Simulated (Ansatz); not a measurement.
# AlAs: a failed or faulty run and its cure

System: AlAs (F-43m, 4 atoms in the cell).
Method of run A: DFT, PBE, plane waves, PAW (Ansatz 0.2.0).

The structure derives from a Materials Project entry. Text and figures count atoms from 1; the logs count them from 0 in places.

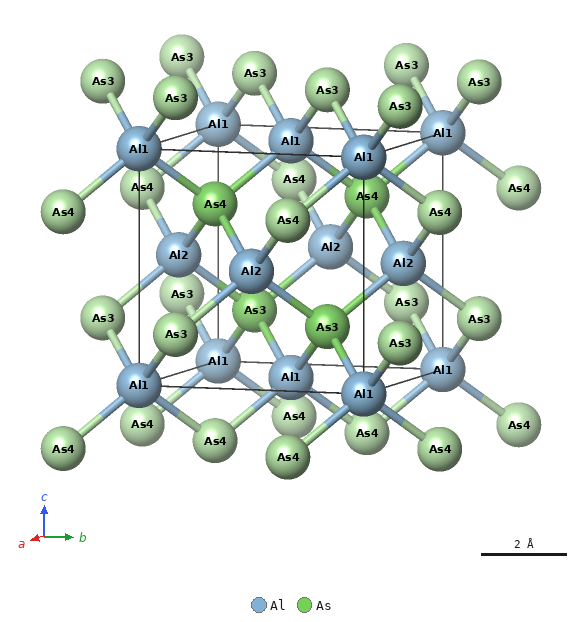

**Figure 1.** The input geometry (ball-and-stick view of the cell 2 times as large as that of the calculation, set on its symmetry axes, seen slightly off an axis; neighbours outside the cell are drawn fainter; atoms are numbered from 1 in the order of the input).

## Input file, run A
```yaml
crystal:
  lattice:
    - [2.8066770362, 2.8066770362, 0.0]
    - [-2.8066770362, 2.8066770362, 0.0]
    - [0.0, 0.0, 5.6133540724]
  atoms:
    - { symbol: Al, position: [0.0, 0.0, 0.0] }
    - { symbol: Al, position: [0.5, 0.5, 0.5] }
    - { symbol: As, position: [0.5, 0.0, 0.25] }
    - { symbol: As, position: [0.0, 0.5, 0.75] }
basis:
  ecutwfc: "20 eV"
kpoints:
  mp_grid: { grid: [8, 8, 6] }
hamiltonian:
  xc: pbe
scf:
  occupations: { method: gaussian, width: 0.02 }
  max_iter: 60
output:
  forces: true
  eigenvalues: true
  stress: true
```

Launched with:
```bash
ansatz run input.yaml --threads 1 --pin off --max-ram 2560MiB --backend cpu --events-out ev --progress --plain --runs-dir out
```

Hardware: 1 thread of Arm Neoverse V2, 24 GiB of memory available, shared host.

## Output (run A)
```
Error: inconsistent input (basis.ecutwfc, kpoints): the smallest per-k basis holds n_pw = 12 plane waves (k-point 3, counted from 0 among those solved) but the deck needs at least 19 band(s) per channel, and no run solves more bands than the smallest per-k basis has plane waves; raise basis.ecutwfc until the smallest per-k basis, which caps the automatic band count, holds at least 19 plane waves
```

> What should be changed in this input?

A setting was made wrong on purpose: a cutoff far too low (`basis.ecutwfc`). The plane-wave basis is far from complete, so energies, forces and above all the stress are wrong. The program refused the input: “inconsistent input (basis.ecutwfc, kpoints): the smallest per-k basis holds n_pw = 12 plane waves (k-point 3, counted from 0 among those solved) but the deck needs at least 19 band(s) per channel, and no run solves more bands than the smallest per-k basis has plane waves …”

A run of the same system that converges differs from this input as follows (lines with − go, lines with + come):
```diff
-  ecutwfc: "20 eV"
+  ecutwfc: 420
-  max_iter: 60
```

## Output, shortened to warnings, some set-up lines, iterations and results (run B)
```
Basis set: ecut = 420 eV, 1715 PW (Γ), exchange–correlation on 54×54×80 points (8 copies of the dense FFT grid, shifted against one another)
Symmetry: 16 space group operations
k-points: 60 of 384 (time reversal used)
Initial density: superposition of atomic densities (neutral atoms: chi_scale 0, normalization atom), corrected by the library's trained network
[...]
SCF iter   1: F=—  HF=-10789.155861 eV  |F-HF|=—  |Δ(HF+E_count)|=         —  Δρ=1.58e-3  dr2=4.05e-3  ethr=1.77e-3  ⟨swp⟩=6.5  Hψ=6560  notcnv=0
SCF iter   2: F=—  HF=-10789.154524 eV  |F-HF|=—  |Δ(HF+E_count)|=   1.34e-3  Δρ=8.17e-4  dr2=1.10e-3  ethr=1.12e-5  ⟨swp⟩=2.0  Hψ=2095  notcnv=0
SCF iter   3: F=—  HF=-10789.154385 eV  |F-HF|=—  |Δ(HF+E_count)|=   1.39e-4  Δρ=1.78e-4  dr2=3.67e-5  ethr=3.06e-6  ⟨swp⟩=2.0  Hψ=2030  notcnv=0
SCF iter   4: F=—  HF=-10789.154441 eV  |F-HF|=—  |Δ(HF+E_count)|=   5.60e-5  Δρ=8.21e-5  dr2=1.20e-5  ethr=1.02e-7  ⟨swp⟩=2.0  Hψ=2400  notcnv=0
SCF iter   5: F=—  HF=-10789.154434 eV  |F-HF|=—  |Δ(HF+E_count)|=   6.71e-6  Δρ=3.10e-5  dr2=1.27e-6  ethr=3.33e-8  ⟨swp⟩=2.0  Hψ=2400  notcnv=0
SCF iter   6: F=-10789.154436 eV  HF=-10789.154436 eV  |F-HF|=8.13e-9  |Δ(HF+E_count)|=   1.77e-6  Δρ=7.76e-6  dr2=5.14e-8  ethr=2.78e-10  ⟨swp⟩=3.0  Hψ=5329  notcnv=0
SCF 1 converged in 6 iterations: F = -10789.154436 eV  dr2 = 5.14e-8
SCF converged after 6 iterations
Free energy (F): -10789.154436 eV
Harris-Foulkes:  -10789.154436 eV  (|F-HF|=8.13e-9)
Internal energy: -10789.154436 eV  (E = F + TS)
E sigma→0 (E₀):  -10789.154436 eV
Fermi energy:    7.346735 eV
--- Per-component energies (eV) ---
  E_band       = -523.599797
  E_kinetic    = 255.131296
  E_local      = -4187.953405  (includes V_loc(G=0)·N_el)
  E_nonlocal   = -1319.730616
  E_hartree    = 2245.767356
  E_xc         = -238.920723
  E_vxc        = -217.827686  (∫ρ·V_xc dr)
  E_paw        = -4606.157366  (= ΣΔE_a)
  E_vpaw       = 455.255744  (= ΣTr[D̂ρ^β])
  E_aug_tail   = 0.000009  (compensation charges beyond the density's cutoff)
  E_ewald      = -2937.290987
  E_smearing   = -0.000000  (= −TS)
  E_closure    = -0.000000  (closes the sum)
  Σ components = -10789.154436   (vs F -10789.154436, Δ=0.00e0)
--- Forces (eV/Å), atoms counted from 1 ---
  atom   1  Al     0.00000000    -0.00000000    -0.00000000
  atom   2  Al     0.00000000     0.00000000     0.00000000
  atom   3  As    -0.00000000    -0.00000000     0.00000000
  atom   4  As    -0.00000000     0.00000000     0.00000000
  max |Σ_I F_I| component: 3.36e-18 eV/Å
--- Stress (GPa, compression-positive) ---
        4.671147      -0.000000      -0.000000
       -0.000000       4.671147       0.000000
       -0.000000       0.000000       4.650058
  P = ⅓ Tr σ = 4.6641 GPa (46.641 kbar)
```

## The two runs side by side

```tsv
quantity	run A	run B
outcome	refused	converged
free energy per atom (eV)	–	−2697.2886
gap on the mesh (eV)	–	1.40
pressure (GPa)	–	4.66
volume per atom (Å³)	–	22.11
largest force (eV/Å)	–	0.000
SCF iterations	–	6
irreducible k-points	–	60
plane waves at Γ	–	1715
```
